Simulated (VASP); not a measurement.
**GaN: GW quasiparticle gap**

Wanted: how far GW moves the Kohn-Sham levels of GaN. The cell is of the wurtzite type, one of the forms listed for this formula. The start is a cell from a database of measured crystal structures.

Method: PBE; plane waves and PAW (Ga_d_GW, N_GW), in the first sound run; inputs show where later runs differ, in VASP 6.6.1.

**Measured values to reproduce.**

For GaN, wurtzite (bulk crystal), “Thermoelectric Properties of GaN with Carrier Concentration Modulation: An Experimental and Theoretical Investigation” (2020, arxiv:2008.11387) quotes earlier work: band gap (direct gap at Gamma, literature experimental value) 3.4 eV [Rounded literature gap quoted in passing in the theory part; sample, method and …].

Report form: the programs' logs are mostly left out.

The database entry behind the starting cell has ideal inner coordinates that were not refined, so it need not match the best structure at ambient conditions.

### 1. The starting structure

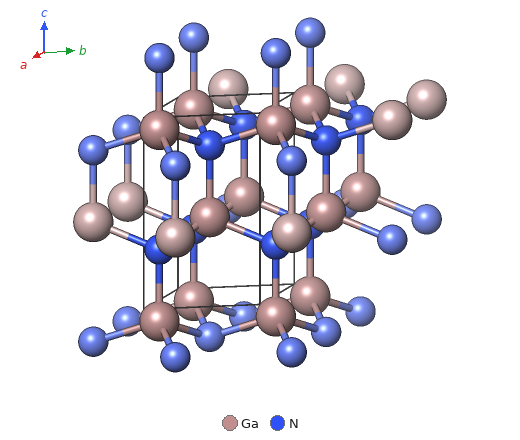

Start, viewed slightly off an axis; gallium pink, nitrogen blue. 2×2×1 cells are drawn. Some periodic images of atoms are drawn too.

### 2. Ground state

The orbitals come from a self-consistent PBE run with a tight EDIFF and a narrow smearing. KPOINTS_OPT adds the bands along a path, which shows whether the mesh holds the band edges.

INCAR

```
SYSTEM = GaN
PREC = Accurate
ENCUT = 450
EDIFF = 1E-08
NELM = 100
ISMEAR = 0
SIGMA = 0.01
LREAL = .FALSE.
ALGO = Normal
GGA = PE
NBANDS = 24
LORBIT = 11
LWAVE = .TRUE.
LCHARG = .FALSE.
KPAR = 8
```

POSCAR

```
GaN
1.0
    3.1900000000      0.0000000000      0.0000000000
   -1.5950000000      2.7626210381      0.0000000000
    0.0000000000      0.0000000000      5.1890000000
Ga N
2 2
Direct
    0.6666666667      0.3333333333      0.0000000000
    0.3333333333      0.6666666667      0.5000000000
    0.6666666667      0.3333333333      0.3750000000
    0.3333333333      0.6666666667      0.8750000000
```

KPOINTS

```
Automatic mesh
0
Gamma
6 6 4
0 0 0
```

KPOINTS_OPT

```
Line mode
12
Line-mode
Reciprocal
  0.00000000   0.00000000   0.00000000 GAMMA
  0.50000000   0.00000000   0.00000000 M

  0.50000000   0.00000000   0.00000000 M
  0.33333333   0.33333333   0.00000000 K

  0.33333333   0.33333333   0.00000000 K
  0.00000000   0.00000000   0.00000000 GAMMA

  0.00000000   0.00000000   0.00000000 GAMMA
  0.00000000   0.00000000   0.50000000 A

  0.00000000   0.00000000   0.50000000 A
  0.50000000   0.00000000   0.50000000 L

  0.50000000   0.00000000   0.50000000 L
  0.33333333   0.33333333   0.50000000 H

  0.33333333   0.33333333   0.50000000 H
  0.00000000   0.00000000   0.50000000 A

  0.50000000   0.00000000   0.50000000 L
  0.50000000   0.00000000   0.00000000 M

  0.33333333   0.33333333   0.00000000 K
  0.33333333   0.33333333   0.50000000 H
```

PAW data sets: Ga_d_GW and N_GW (PBE family, release 64).

Run with:

```sh
$ mpirun -np 8 vasp_std
```

Wall time 8.4 s (8 MPI ranks of AMD EPYC 9R45, shared host); peak memory 1.3 GiB.

Numbers from this step:

```
free energy (TOTEN)               : -24.27 eV
Fermi energy                      : 5.216 eV
pressure                          : 3.615 GPa
least gap on mesh and path        : 1.894 eV
least direct gap on mesh and path : 1.894 eV
```

The highest empty bands on the path are converged less tightly, to about 0.1 eV. The electronic bands at the labelled points (eV, zero at the valence-band top; v1 is the highest filled band, c1 the lowest empty one):

| point | v4 | v3 | v2 | v1 | c1 | c2 | c3 | c4 |
| --- | --- | --- | --- | --- | --- | --- | --- | --- |
| Γ | -1.04 | -0.06 | 0.00 | 0.00 | 1.89 | 4.24 | 9.19 | 9.86 |
| M | -4.23 | -2.74 | -2.23 | -0.98 | 5.05 | 5.54 | 6.03 | 8.58 |
| K | -5.27 | -3.00 | -3.00 | -2.69 | 5.12 | 7.78 | 7.78 | 8.40 |
| Γ | -1.04 | -0.06 | 0.00 | 0.00 | 1.89 | 4.24 | 9.19 | 9.86 |
| A | -0.54 | -0.54 | -0.54 | -0.54 | 4.23 | 4.23 | 8.47 | 8.47 |
| L | -1.93 | -1.93 | -1.91 | -1.91 | 4.38 | 4.38 | 7.76 | 7.76 |
| H | -4.18 | -4.18 | -1.49 | -1.49 | 6.41 | 6.41 | 7.29 | 7.29 |
| A | -0.54 | -0.54 | -0.54 | -0.54 | 4.23 | 4.23 | 8.47 | 8.47 |
| jump to L | -1.93 | -1.93 | -1.91 | -1.91 | 4.38 | 4.38 | 7.76 | 7.76 |
| M | -4.23 | -2.74 | -2.23 | -0.98 | 5.05 | 5.54 | 6.03 | 8.58 |
| jump to K | -5.27 | -3.00 | -3.00 | -2.69 | 5.12 | 7.78 | 7.78 | 8.40 |
| H | -4.18 | -4.18 | -1.49 | -1.49 | 6.41 | 6.41 | 7.29 | 7.29 |

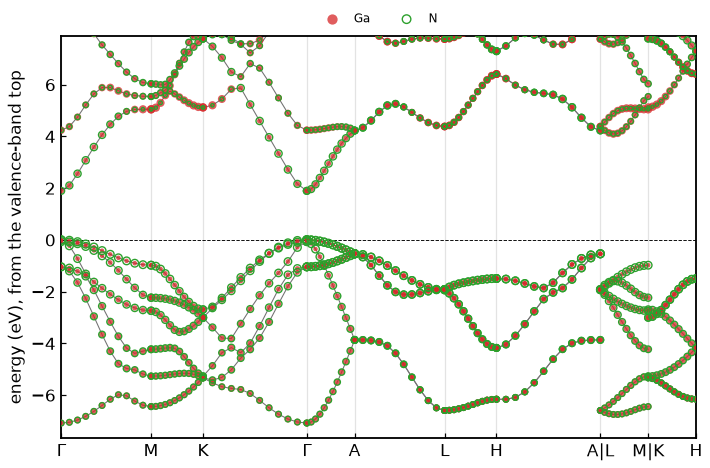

Electronic bands along the path; dots are coloured as in the legend, and their area grows with the weight.

The cell has a gap of 1.89 eV on mesh and path and a pressure of +3.6 GPa, which holds the misfit of the given cell and coordinates with this functional, and any error of cutoff, mesh and data sets. Spin-orbit coupling is left out, which can shift or reorder these edges. Forces of up to 0.12 eV/Å remain in these settings.

### 3. Empty bands

ALGO = Exact makes the empty bands from the converged ground state in one step. LOPTICS writes the k-derivatives of the orbitals (WAVEDER), which give the long-wavelength limit of the screening.

INCAR

```
SYSTEM = GaN
PREC = Accurate
ENCUT = 450
ISMEAR = 0
SIGMA = 0.01
LREAL = .FALSE.
GGA = PE
NBANDS = 104
ALGO = Exact
NELM = 1
LWAVE = .TRUE.
LCHARG = .FALSE.
LOPTICS = .TRUE.
NEDOS = 1000
CSHIFT = 0.1
```

POSCAR is that of step 2.

KPOINTS is that of step 2.

Run with:

```sh
$ mpirun -np 8 vasp_std
```

Elapsed: 8.4 s, on 8 MPI ranks; peak memory 1.3 GiB; 50 s of CPU time.

WAVECAR now holds 104 bands for 36 electrons. Its independent-particle dielectric tensor has xx, yy, zz = 6.4, 6.4, 6.3 on this mesh, which isn't tested for convergence in mesh or bands and lacks local fields.

### 4. G0W0, ENCUTGW 100, bands in the sums 104

This step: G0W0 on PBE; plane waves and PAW (Ga_d_GW, N_GW) (VASP 6.6.1).

G0W0 keeps orbitals and screening fixed and shifts each of the lowest NBANDSGW levels once.

INCAR

```
SYSTEM = GaN
PREC = Accurate
ENCUT = 450
ISMEAR = 0
SIGMA = 0.01
LREAL = .FALSE.
GGA = PE
NBANDS = 104
ALGO = EVGW0
NELMGW = 1
ENCUTGW = 100
NOMEGA = 48
PRECFOCK = Fast
NBANDSGW = 32
LWAVE = .FALSE.
LCHARG = .FALSE.
```

POSCAR is that of step 3.

KPOINTS is that of step 3.

Run with:

```sh
$ mpirun -np 8 vasp_std
```

Wall time 2.6 min (8 MPI ranks); peak memory 1.6 GiB.

This step gave:

- quasiparticle gap on the mesh: 3.034 eV
- smallest direct quasiparticle gap on the mesh: 3.034 eV
- gap of the starting orbitals on the mesh: 1.894 eV

GW takes the gap from 1.894 to 3.034 eV. Spin-orbit coupling is left out. The value holds for 104 bands, ENCUTGW = 100 eV and this mesh, and isn't shown to be converged in them.

### 5. Empty bands

This step: PBE; plane waves and PAW (Ga_d_GW, N_GW) (VASP 6.6.1).

The empty bands are made again, for the run that follows.

INCAR

```
SYSTEM = GaN
PREC = Accurate
ENCUT = 450
ISMEAR = 0
SIGMA = 0.01
LREAL = .FALSE.
GGA = PE
NBANDS = 176
ALGO = Exact
NELM = 1
LWAVE = .TRUE.
LCHARG = .FALSE.
LOPTICS = .TRUE.
NEDOS = 1000
CSHIFT = 0.1
```

POSCAR is that of step 4.

KPOINTS is that of step 4.

Run with:

```sh
$ mpirun -np 8 vasp_std
```

Run time: 8.6 s. Hardware: 8 MPI ranks; peak memory 1.4 GiB.

WAVECAR now holds 176 bands for 36 electrons.

### 6. G0W0, ENCUTGW 140, bands in the sums 176

This step: G0W0 on PBE; plane waves and PAW (Ga_d_GW, N_GW) (VASP 6.6.1).

ENCUTGW rises to 140 eV and the bands with it, to about the number of plane waves under that cutoff.

INCAR

```
SYSTEM = GaN
PREC = Accurate
ENCUT = 450
ISMEAR = 0
SIGMA = 0.01
LREAL = .FALSE.
GGA = PE
NBANDS = 176
ALGO = EVGW0
NELMGW = 1
ENCUTGW = 140
NOMEGA = 48
PRECFOCK = Fast
NBANDSGW = 32
LWAVE = .FALSE.
LCHARG = .FALSE.
```

POSCAR is that of step 5.

KPOINTS is that of step 5.

Run with:

```sh
$ mpirun -np 8 vasp_std
```

It took 4.2 min on 8 MPI ranks; peak memory 2.1 GiB; 27 min of CPU time.

The gap is now 3.072 eV, +38 meV against the GW run before. Spin-orbit coupling is left out.

### 7. Empty bands

This step: PBE; plane waves and PAW (Ga_d_GW, N_GW) (VASP 6.6.1).

INCAR

```
SYSTEM = GaN
PREC = Accurate
ENCUT = 450
ISMEAR = 0
SIGMA = 0.01
LREAL = .FALSE.
GGA = PE
NBANDS = 256
ALGO = Exact
NELM = 1
LWAVE = .TRUE.
LCHARG = .FALSE.
LOPTICS = .TRUE.
NEDOS = 1000
CSHIFT = 0.1
```

POSCAR is that of step 6.

KPOINTS is that of step 6.

Run with:

```sh
$ mpirun -np 8 vasp_std
```

Run time: 8.8 s. Hardware: 8 MPI ranks; peak memory 1.4 GiB.

WAVECAR now holds 256 bands for 36 electrons.

### 8. G0W0, ENCUTGW 180, bands in the sums 256

This step: G0W0 on PBE; plane waves and PAW (Ga_d_GW, N_GW) (VASP 6.6.1).

ENCUTGW rises to 180 eV and the bands with it, to about the number of plane waves under that cutoff.

INCAR

```
SYSTEM = GaN
PREC = Accurate
ENCUT = 450
ISMEAR = 0
SIGMA = 0.01
LREAL = .FALSE.
GGA = PE
NBANDS = 256
ALGO = EVGW0
NELMGW = 1
ENCUTGW = 180
NOMEGA = 48
PRECFOCK = Fast
NBANDSGW = 32
LWAVE = .FALSE.
LCHARG = .FALSE.
```

POSCAR is that of step 7.

KPOINTS is that of step 7.

Run with:

```sh
$ mpirun -np 8 vasp_std
```

Run time: 6.6 min. Hardware: 8 MPI ranks; peak memory 2.7 GiB; 42 min of CPU time.

The gap is now 3.094 eV, +22 meV against the GW run before. Spin-orbit coupling is left out.

### 9. Empty bands

This step: PBE; plane waves and PAW (Ga_d_GW, N_GW) (VASP 6.6.1).

INCAR

```
SYSTEM = GaN
PREC = Accurate
ENCUT = 450
ISMEAR = 0
SIGMA = 0.01
LREAL = .FALSE.
GGA = PE
NBANDS = 344
ALGO = Exact
NELM = 1
LWAVE = .TRUE.
LCHARG = .FALSE.
LOPTICS = .TRUE.
NEDOS = 1000
CSHIFT = 0.1
```

POSCAR is that of step 8.

KPOINTS is that of step 8.

Run with:

```sh
$ mpirun -np 8 vasp_std
```

Run time: 9.4 s. Hardware: 8 MPI ranks; peak memory 1.4 GiB; 57 s of CPU time.

WAVECAR now holds 344 bands for 36 electrons.

### 10. G0W0, ENCUTGW 220, bands in the sums 344

This step: G0W0 on PBE; plane waves and PAW (Ga_d_GW, N_GW) (VASP 6.6.1).

ENCUTGW rises to 220 eV and the bands with it, to about the number of plane waves under that cutoff.

INCAR

```
SYSTEM = GaN
PREC = Accurate
ENCUT = 450
ISMEAR = 0
SIGMA = 0.01
LREAL = .FALSE.
GGA = PE
NBANDS = 344
ALGO = EVGW0
NELMGW = 1
ENCUTGW = 220
NOMEGA = 48
PRECFOCK = Fast
NBANDSGW = 32
LWAVE = .FALSE.
LCHARG = .FALSE.
```

POSCAR is that of step 9.

KPOINTS is that of step 9.

Run with:

```sh
$ mpirun -np 8 vasp_std
```

Wall time 10 min (8 MPI ranks); peak memory 3.5 GiB.

The gap is now 3.107 eV, +13 meV against the GW run before. Spin-orbit coupling is left out.

### 11. Summary

This step: GW series: G0W0 on PBE; plane waves and PAW (VASP 6.6.1).

Derived from the runs above.

This step gave:

```yaml
gap_extrapolated_to_a_complete_basis: 3.142 eV
direct_gap_extrapolated_to_a_complete_basis: 3.142 eV
```

Cost is wall time times ranks on a shared host, with the step that makes the empty bands. GW runs:

| level | bands | ENCUTGW (eV) | NOMEGA | k mesh | starting gap (eV) | quasiparticle gap (eV) | direct gap (eV) | cost (core minutes) |
| --- | --- | --- | --- | --- | --- | --- | --- | --- |
| G0W0 | 104 | 100 | 48 | 6x6x4 | 1.894 | 3.034 | 3.034 | 21.65 |
| G0W0 | 176 | 140 | 48 | 6x6x4 | 1.894 | 3.072 | 3.072 | 35.01 |
| G0W0 | 256 | 180 | 48 | 6x6x4 | 1.894 | 3.094 | 3.094 | 53.97 |
| G0W0 | 344 | 220 | 48 | 6x6x4 | 1.894 | 3.107 | 3.107 | 82.87 |

### 12. Outcome

```json
{"G0W0 on PBE, 344 bands, ENCUTGW 220 eV, NOMEGA 48, mesh 6×6×4": "1.894 → 3.107 eV", "G0W0 on PBE, 104 bands, ENCUTGW 100 eV, NOMEGA 48, mesh 6×6×4": "1.894 → 3.034 eV", "gap at a complete basis (linear in ENCUTGW^-3/2)": "3.14 eV"}
```

G0W0 gives a quasiparticle gap of 3.107 eV on the mesh, 1.21 eV over the PBE gap on the same mesh. On mesh and path the starting valence top lies at Γ and the conduction bottom at Γ, so the starting gap is direct. Both points lie on the GW mesh. The steps of the series move the gap by +38, +22, +13 meV; the last costs 1.5 times the one before. The last step lies within a tolerance of 30 meV, picked for this account, and the last two together move the gap by +35 meV. Extrapolated from the last three points to a complete basis, the gap is 3.14 eV, +36 meV from the dearest run. The extrapolation removes the error of the response basis alone, at this mesh, ENCUT and data set. In Ga_d_GW the d shell is in the valence without all the semicore s and p states of the same shell; those stay frozen in the core, and how far that moves the GW gap wasn't tested here. Spin-orbit coupling is left out; with Ga in the cell it can split or shift band edges, by an amount that depends on which atoms form them and isn't tested here. The given cell is kept, although it stands at +3.6 GPa at PBE and ENCUT = 450 eV, which holds the mismatch of the given cell with this functional and any basis-set error. Not tabulated here, as repeats of values shown or as unfit to read for their mesh, reference level or band range: eps2 curves (empty bands); eps1 curves and static values (empty bands); gaps (empty bands).

Comparison with the measured values:

| quantity | measured | PBE | G0W0 on PBE |
| --- | --- | --- | --- |
| band gap (direct gap) (eV) | 3.4 | 1.89 (-1.51 eV) | 3.11 (-0.29 eV) |

Measured values from arxiv:2008.11387 (2020).

How well it matches: The band gap is off by -0.29 eV at G0W0 on PBE: fair agreement. Zero-point and thermal motion shift the measured gap. No cell relaxation is part of this session.

[Lines on the potential files, build, host, timing and source positions are cut from VASP's logs without a mark.]

[Logs are printed without paths, hosts, clocks, repeated set-up lines and the standing remarks that a program may print on its own settings, such as how far it seeks lower states.]

[Hosts, paths, dates, database ids (printed as entryN), source tags and the programs' standing remarks are cut or masked in the printed files.]

[Pressures printed for these runs are not shown converged in the cutoff: they can be off by several GPa and have the wrong sign.]
